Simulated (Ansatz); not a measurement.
**Geometry relaxation, with input and output: O (part 1 of 2)**

O (R-3m, 2 atoms in the cell), computed with DFT r2SCAN, scalar-relativistic, plane waves, PAW, spin-polarised (Ansatz 0.2.0).

The structure derives from an entry of the Crystallography Open Database. Figures and captions count atoms from 1; the log counts them from 0 in places.

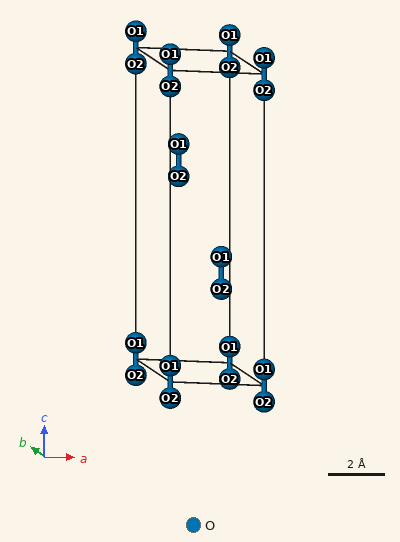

**Figure 1.** The structure as given in the input (ball-and-stick view of the cell 3 times as large as that of the calculation, set on its symmetry axes, seen slightly off an axis; atoms are numbered from 1 in the order of the input). An atom can appear more than once, as a periodic image. Near neighbours in the periodic cell (some may lie outside the picture): O has 1 O at 1.21 Å.

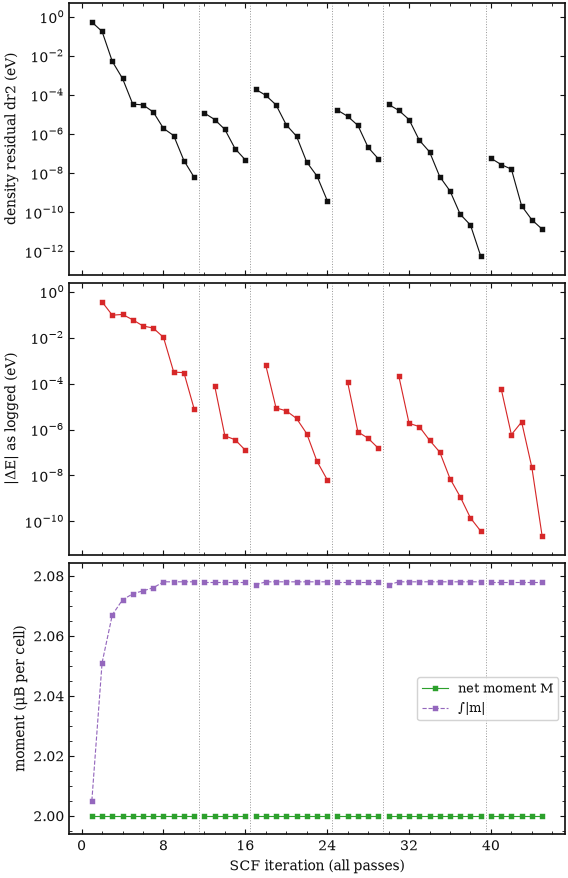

**Figure 2.** Convergence of the self-consistent field: density residual dr2, size of the energy change and magnetic moment against the SCF iteration. The dotted lines part the SCF passes of the relaxation: geometry steps, rejected trials and re-solves on a re-selected basis. The 6 passes take 5 to 11 iterations each, 45 in all. The net moment stays at 2.0 μB per cell.

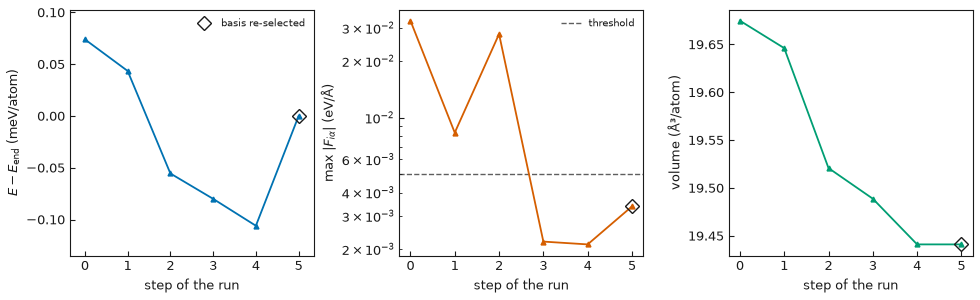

**Figure 3.** Progress of the relaxation, step by step (the first geometry is step 0 here and step 1 in the log).

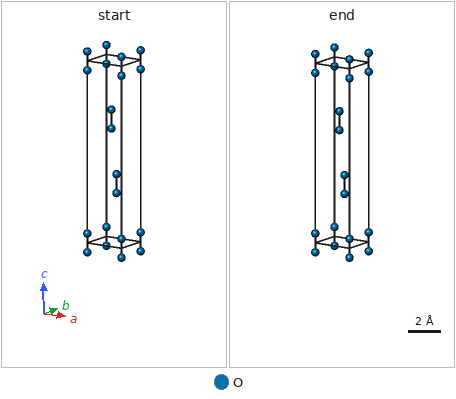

**Figure 4.** Before (left) and after (right) the relaxation, at one scale (ball-and-stick view of the cell 3 times as large as that of the calculation, set on its symmetry axes, with bonded neighbours outside it, seen slightly off an axis). The largest moves relative to the cell, 0.009 Å, are those of O1 and O2. The drawn cell changes as follows: a = b 3.423 → 3.427 Å (+0.1 %), c 11.631 → 11.468 Å (−1.4 %); the volume changes by −1.2 %. The space group stays R-3m (No. 166). Over 4 geometry steps the energy falls by 0.2 meV per atom. Largest force component: 0.033 eV/Å at the start, 0.0034 eV/Å at the end. The pressure goes from 0.03 to 0.01 GPa. A last SCF at the same geometry on a re-selected plane-wave basis shifts the energy by +0.1 meV per atom. (Atoms are counted from 1 in the order of the input.)

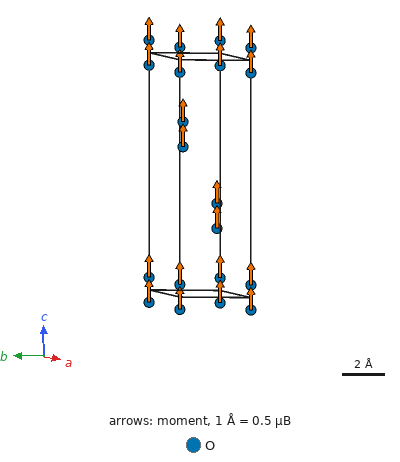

**Figure 5.** Magnetic moments of the sites as orange arrows (ball-and-stick view of the cell 3 times as large as that of the calculation, set on its symmetry axes, seen at an oblique angle); small moments hardly show. The run is collinear, so the axis drawn is arbitrary. Site moments: O1, O2 (0.57 μB). They are counted near the atoms and needn't add up to the moment of the cell. Atoms are counted from 1 in the order of the input.

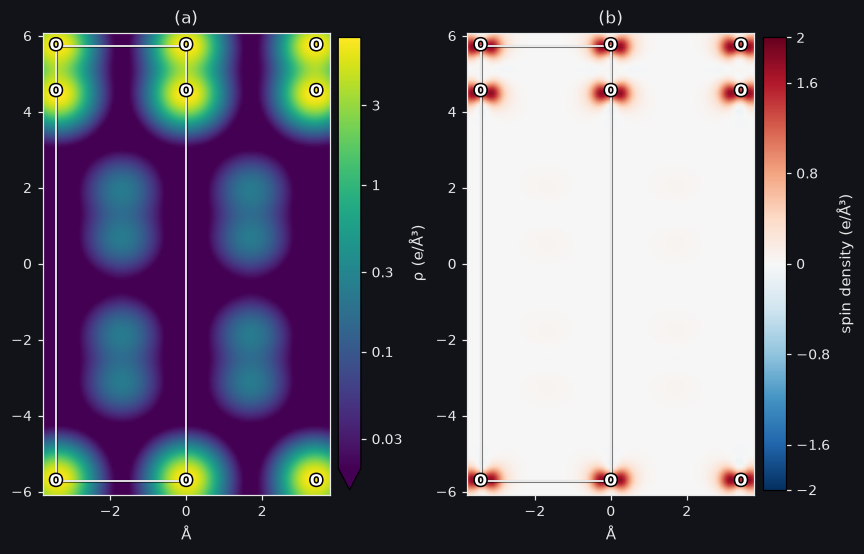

**Figure 6.** (a) valence pseudo-density; (b) magnetisation density (up minus down) on the (010) plane of the conventional cell. The section cuts through O sites. O–O (1.21 Å): ρ is about 3.7 e/Å³ halfway. The density dies away to nearly zero in the voids. The cell of the calculation (2 atoms) carries 2.0 μB net. The fields are those of the smooth PAW valence density.

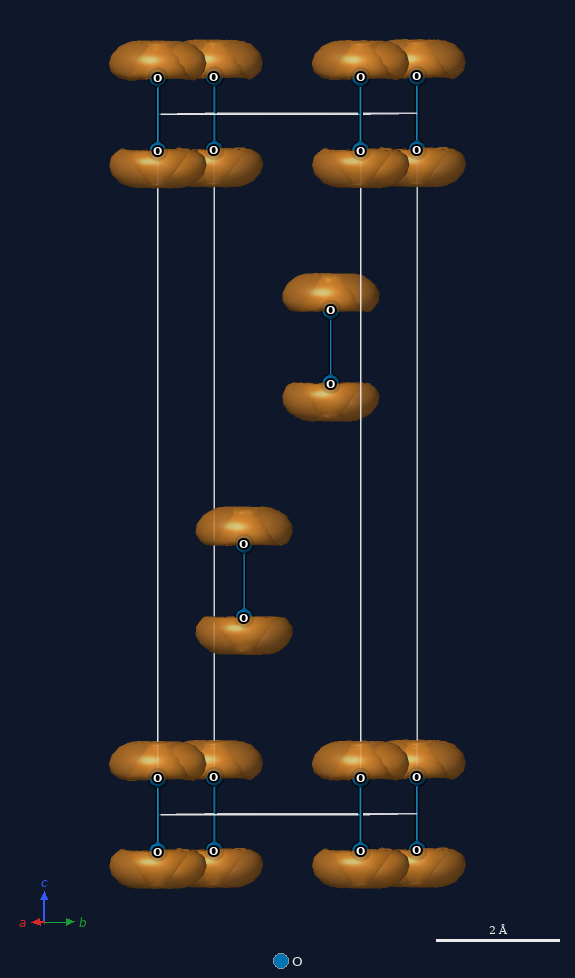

**Figure 7.** Isosurface of the ELF at 0.85 (orange), seen at an oblique angle. Core shells and regions of very low density are left out. Sticks mark near contacts. The outline is the cell set on symmetry axes.

The input that produced these results follows, with the program's output.

The input
```yaml
crystal:
  lattice:
    - [1.7116895704, 0.9882444342, 3.877029304]
    - [-1.7116895704, 0.9882444342, 3.877029304]
    - [0.0, -1.9764888685, 3.877029304]
  atoms:
    - { symbol: O, position: [0.0518513143, 0.0518513143, 0.0518513143], spin: 0.63 }
    - { symbol: O, position: [0.9481486857, 0.9481486857, 0.9481486857], spin: 0.63 }
basis:
  ecutwfc: 500
kpoints:
  mp_grid: { grid: [12, 12, 12] }
hamiltonian:
  xc: r2scan
scf:
  occupations: { method: gaussian, width: 0.02 }
output:
  forces: true
  stress: true
  eigenvalues: true
  populations: true
  write_density: true
  write_potential: true
  elf: true
  volumetric_format: npy
magnetization:
  spin_polarized: true
relax:
  adjacent_minimum: "off"
  f_tol: 0.005
  max_steps: 80
  cell: { stress_tol: 0.05 }
```

Launch command:
```bash
ansatz run input.yaml --threads 1 --pin off --max-ram 2560MiB --backend cpu --events-out ev --progress --plain --runs-dir out
```

Output
```
Engine: ansatz 0.2.0, aarch64-unknown-linux-gnu
Pseudopotentials: kind: paw
Pseudopotential: O, paw, valence charge 6, recommended cutoff 500 eV (meta_gga), O.paw.azcp
Functional definition: r2SCAN
  parameter k0 = 0.174
  parameter k1 = 0.065
  parameter a1 = 4.9479
  exchange = r2scan_x(k0 = k0, k1 = k1, a1 = a1)
  correlation = r2scan_c
Crystal: 2 atoms, lattice volume = 39.350 Å³
Basis set: ecut = 500 eV, 981 PW (Γ), exchange–correlation on 128×128×128 points (64 copies of the dense FFT grid, shifted against one another)
Bands: 11, of which v1, the nominal top of the filled ones, is band 6 counted from 1 (5 counted from 0)
Symmetry: 12 space group operations
Space group: R-3m (ITA 166), of the structure as read, at distance tolerance 3.4e-5 Å
Magnetic group: BNS 166.97 (UNI 1327), of the structure as read, at distance tolerance 3.4e-5 Å
k-points: 189 of 1728
Non-local potential: O, projectors of the file, l = 0: 2, l = 1: 2, l = 2: 1
PAW form: soft (Blöchl's): semilocal exchange-correlation on the pseudo side does not see the compensation charge
PAW frozen core: O, regenerated for the run's functional (the file was generated under x = pbe(κ = 0.804, μ = 0.2195149727645171), c = pbe(β = 0.06672455060314922))
PAW one-centre angular grid: O, 302 points (default); XC on 160 Gauss nodes
Initial density: superposition of atomic densities (chi_scale 0.1, normalization cell)
Starting moments: Σ|m| = 1.26 μB on 2 of 2 sites
Initial wavefunctions: pseudopotential atomic-orbital guess
Functional: x = r2scan, c = r2scan; τ floored in thin density (d = 2e-4 eV/Å³)
SCF iter   1: F=—  HF=-1131.323128 eV  |F-HF|=—  |Δ(HF+E_count)|=         —  Δρ=7.11e-2 (↑7.11e-2 ↓4.12e-2)  dr2=5.43e-1  dr2_τ=1.12e-1  dr2_m=8.86e-1  M=2.000 μB ∫|m|=2.005 μB  β_m=1.00  ethr=3.10e-3  ⟨swp⟩=5.8  Hψ=24984  notcnv=0
preconditioner: auto → none  [insulator: Δε(μ)=0.453 eV  Ē_g=17.086 eV  σ=0.020 eV  W_gap=1.00  n_scr=8 (ndim 8)  ℏωp=18.7 eV  f_vac=0.250  D(μ)=0.00/eV (n_scr^D=0)  ε∞_Penn≈2.2]
SCF iter   2: F=—  HF=-1131.680656 eV  |F-HF|=—  |Δ(HF+E_count)|=   3.58e-1  Δρ=2.41e-2 (↑2.41e-2 ↓1.71e-2)  dr2=1.79e-1  dr2_τ=4.74e-3  dr2_m=3.22e-2  M=2.000 μB ∫|m|=2.051 μB  β_m=1.00  ethr=3.10e-3  ⟨swp⟩=2.0  Hψ=11053  notcnv=0  defer=287  κ⁻¹=1.0e0(r=1)
SCF iter   3: F=—  HF=-1131.775702 eV  |F-HF|=—  |Δ(HF+E_count)|=   9.50e-2  Δρ=5.30e-3 (↑5.30e-3 ↓4.79e-3)  dr2=5.25e-3  dr2_τ=5.77e-4  dr2_m=2.17e-3  M=2.000 μB ∫|m|=2.067 μB  β_m=1.00  ethr=1.49e-3  ⟨swp⟩=2.2  Hψ=7335  notcnv=0  defer=287  κ⁻¹=2.9e-3(r=2)
SCF iter   4: F=—  HF=-1131.877515 eV  |F-HF|=—  |Δ(HF+E_count)|=   1.02e-1  Δρ=1.71e-3 (↑1.71e-3 ↓1.52e-3)  dr2=7.04e-4  dr2_τ=3.46e-5  dr2_m=2.23e-4  M=2.000 μB ∫|m|=2.072 μB  β_m=1.00  ethr=4.38e-5  ⟨swp⟩=2.7  Hψ=10382  notcnv=0  defer=279  κ⁻¹=1.0e-3(r=3)
SCF iter   5: F=—  HF=-1131.937129 eV  |F-HF|=—  |Δ(HF+E_count)|=   5.96e-2  Δρ=5.80e-4 (↑5.80e-4 ↓2.22e-4)  dr2=3.44e-5  dr2_τ=5.42e-6  dr2_m=4.59e-5  M=2.000 μB ∫|m|=2.074 μB  β_m=1.20  ethr=5.87e-6  ⟨swp⟩=2.2  Hψ=8226  notcnv=0  defer=281
Mixer restart at iter 5: flushing history
spin-set hold released at iteration 5 (site moments contracting): the magnetisation degrees of freedom join the quasi-Newton model from the next iteration; the mixer history was flushed
SCF iter   6: F=—  HF=-1131.969372 eV  |F-HF|=—  |Δ(HF+E_count)|=   3.22e-2  Δρ=3.74e-4 (↑3.74e-4 ↓1.65e-4)  dr2=3.15e-5  dr2_τ=3.75e-6  dr2_m=9.16e-6  M=2.000 μB ∫|m|=2.075 μB  β_m=1.20  ethr=2.87e-7  ⟨swp⟩=3.1  Hψ=9578  notcnv=0  defer=281  κ⁻¹=1.0e0(r=1)
SCF iter   7: F=—  HF=-1131.995432 eV  |F-HF|=—  |Δ(HF+E_count)|=   2.61e-2  Δρ=2.25e-4 (↑2.25e-4 ↓1.40e-4)  dr2=1.36e-5  dr2_τ=1.37e-6  dr2_m=2.09e-6  M=2.000 μB ∫|m|=2.076 μB  β_m=1.20  ethr=2.63e-7  ⟨swp⟩=3.1  Hψ=9698  notcnv=0  defer=281  κ⁻¹=1.9e-1(r=2)
SCF iter   8: F=—  HF=-1132.005734 eV  |F-HF|=—  |Δ(HF+E_count)|=   1.03e-2  Δρ=7.10e-5 (↑6.39e-5 ↓7.10e-5)  dr2=1.98e-6  dr2_τ=1.57e-7  dr2_m=3.29e-8  M=2.000 μB ∫|m|=2.078 μB  β_m=1.20  ethr=1.13e-7  ⟨swp⟩=3.0  Hψ=9958  notcnv=0  defer=281  κ⁻¹=1.6e-2(r=3)
SCF iter   9: F=—  HF=-1132.005416 eV  |F-HF|=—  |Δ(HF+E_count)|=   3.18e-4  Δρ=6.30e-5 (↑6.30e-5 ↓4.62e-5)  dr2=8.44e-7  dr2_τ=1.02e-7  dr2_m=1.18e-7  M=2.000 μB ∫|m|=2.078 μB  β_m=1.20  ethr=1.65e-8  ⟨swp⟩=3.4  Hψ=10060  notcnv=0  defer=279  κ⁻¹=9.7e-3(r=4)
SCF iter  10: F=—  HF=-1132.005714 eV  |F-HF|=—  |Δ(HF+E_count)|=   2.98e-4  Δρ=8.82e-6 (↑8.13e-6 ↓8.82e-6)  dr2=4.44e-8  dr2_τ=2.40e-9  dr2_m=3.51e-9  M=2.000 μB ∫|m|=2.078 μB  β_m=1.20  ethr=8.33e-10  ⟨swp⟩=8.2  Hψ=31011  notcnv=0  κ⁻¹=1.6e-3(r=5)
SCF iter  11: F=-1132.005722 eV  HF=-1132.005722 eV  |F-HF|=7.43e-9  |Δ(HF+E_count)|=   7.84e-6  Δρ=3.24e-6 (↑3.20e-6 ↓3.24e-6)  dr2=6.22e-9  dr2_τ=3.58e-10  dr2_m=7.31e-12  M=2.000 μB ∫|m|=2.078 μB  ethr=3.70e-10  ⟨swp⟩=9.0  Hψ=26742  notcnv=0
SCF 1 converged in 11 iterations: F = -1132.005722 eV  dr2 = 6.22e-9
  greatest PAW one-centre occupation: 0.893 electrons in one spin orbital (limit 2), on the O atom at site 1 (counted from 0), in its partial waves of l = 0
relax step   1: F+E_penalty+E_count = -1132.00572169 eV  Δ(F+E_penalty+E_count) = +0.000e0 eV  max|allowed force component| = 3.279e-2 eV/Å  Δτ_max = 0.0000 Å  P = +0.031 GPa  Ω = 39.350 Å³  (11 SCF iters, dr2 threshold 1.00e-7 eV, accepted)
Crystal: 2 atoms, lattice volume = 39.292 Å³
Initial density: handed on by an earlier stage of this run
Starting moments: Σ|m| = 1.26 μB on 2 of 2 sites; this step starts from the density that it was given
Initial wavefunctions: those handed on with the density
iter 1 solved again at ethr=9.86e-8 eV; its pass at ethr=3.10e-3 eV (dr2=1.18e-5 eV) is discarded
SCF iter   1: F=—  HF=-1132.005701 eV  |F-HF|=—  |Δ(HF+E_count)|=         —  Δρ=4.09e-4 (↑4.09e-4 ↓1.98e-4)  dr2=1.20e-5  dr2_τ=3.09e-5  dr2_m=2.65e-5  M=2.000 μB ∫|m|=2.078 μB  β_m=1.20  ethr=9.86e-8  ⟨swp⟩=2.2  Hψ=32149  notcnv=0
preconditioner: auto → none  [insulator: Δε(μ)=2.471 eV  Ē_g=17.293 eV  σ=0.020 eV  W_gap=1.00  n_scr=8 (ndim 8)  ℏωp=18.7 eV  f_vac=0.347  D(μ)=0.00/eV (n_scr^D=0)  ε∞_Penn≈2.2]
SCF iter   2: F=—  HF=-1132.005782 eV  |F-HF|=—  |Δ(HF+E_count)|=   8.11e-5  Δρ=1.28e-4 (↑1.12e-4 ↓1.28e-4)  dr2=5.61e-6  dr2_τ=1.53e-7  dr2_m=1.45e-7  M=2.000 μB ∫|m|=2.078 μB  β_m=1.20  ethr=9.86e-8  ⟨swp⟩=2.0  Hψ=8317  notcnv=0  κ⁻¹=1.0e0(r=1)
SCF iter   3: F=—  HF=-1132.005783 eV  |F-HF|=—  |Δ(HF+E_count)|=   5.32e-7  Δρ=7.51e-5 (↑7.20e-5 ↓7.51e-5)  dr2=1.74e-6  dr2_τ=4.81e-8  dr2_m=1.59e-8  M=2.000 μB ∫|m|=2.078 μB  β_m=1.20  ethr=4.68e-8  ⟨swp⟩=1.5  Hψ=4754  notcnv=0  κ⁻¹=2.5e-2(r=2)
SCF iter   4: F=—  HF=-1132.005783 eV  |F-HF|=—  |Δ(HF+E_count)|=   3.60e-7  Δρ=2.76e-5 (↑2.29e-5 ↓2.76e-5)  dr2=1.80e-7  dr2_τ=7.32e-9  dr2_m=5.64e-9  M=2.000 μB ∫|m|=2.078 μB  β_m=1.20  ethr=1.45e-8  ⟨swp⟩=2.3  Hψ=5739  notcnv=0  κ⁻¹=3.2e-3(r=3)
SCF iter   5: F=-1132.005783 eV  HF=-1132.005783 eV  |F-HF|=4.10e-8  |Δ(HF+E_count)|=   1.26e-7  Δρ=1.32e-5 (↑1.32e-5 ↓1.14e-5)  dr2=4.83e-8  dr2_τ=1.71e-9  dr2_m=5.04e-10  M=2.000 μB ∫|m|=2.078 μB  ethr=5.60e-10  ⟨swp⟩=6.0  Hψ=16960  notcnv=0
SCF 2 converged in 5 iterations: F = -1132.005783 eV  dr2 = 4.83e-8
relax step   2: F+E_penalty+E_count = -1132.00578317 eV  Δ(F+E_penalty+E_count) = -6.148e-5 eV  max|allowed force component| = 8.328e-3 eV/Å  Δτ_max = 0.0011 Å  P = -0.006 GPa  Ω = 39.292 Å³  energy of the carried Pulay correction = +2.584e-5 eV  (5 SCF iters, dr2 threshold 6.72e-8 eV, accepted)
Crystal: 2 atoms, lattice volume = 39.042 Å³
iter 1 solved again at ethr=1.58e-6 eV; its pass at ethr=3.10e-3 eV (dr2=1.89e-4 eV) is discarded
```
